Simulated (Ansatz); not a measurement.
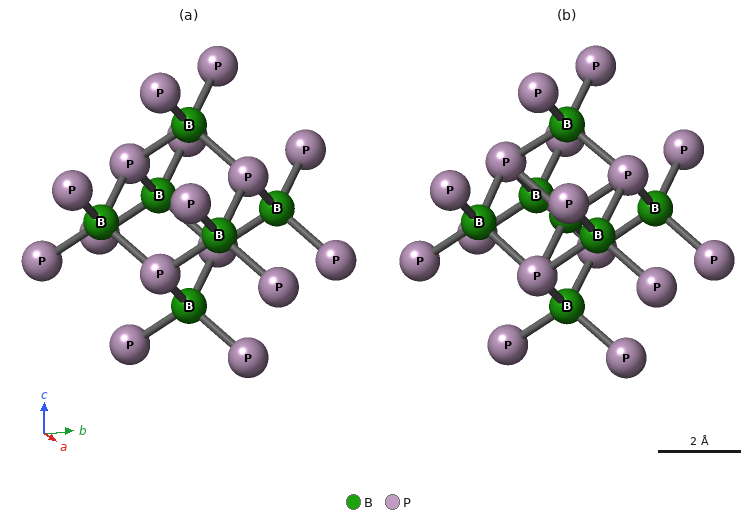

Left: perfect BP. Right: the same region with one point defect, after relaxing the atoms in a supercell of 32 sites. A ball-and-stick model of the atoms within 3.8 Å of one point, seen slightly off an axis.

Level of theory: DFT PBE, scalar-relativistic, plane waves, PAW in Ansatz 0.2.0. Set-up: plane-wave cutoff 420 eV; k-point mesh 2 × 2 × 2; occupations gaussian; smearing width 0.01 eV; mesh shifted by (0.5, 0.5, 0.5); no spin polarisation. The cell is small and the k-mesh coarse, so the numbers are rough. A uniform background neutralises the charged cell. The axes drawn are those of the host's conventional cell.

What kind of defect was made?

An extra boron atom is put between the host's atoms (an interstitial).

The charge state of the cell is +3.

What does the relaxation do around it?

The B atom starts with 4 P at 1.97 Å, 6 B at 2.27 Å around its place and ends with 4 P at 2.03 Å, 6 B at 2.28 Å. Of the host's atoms, a boron atom moves furthest from its site, by 0.08 Å.
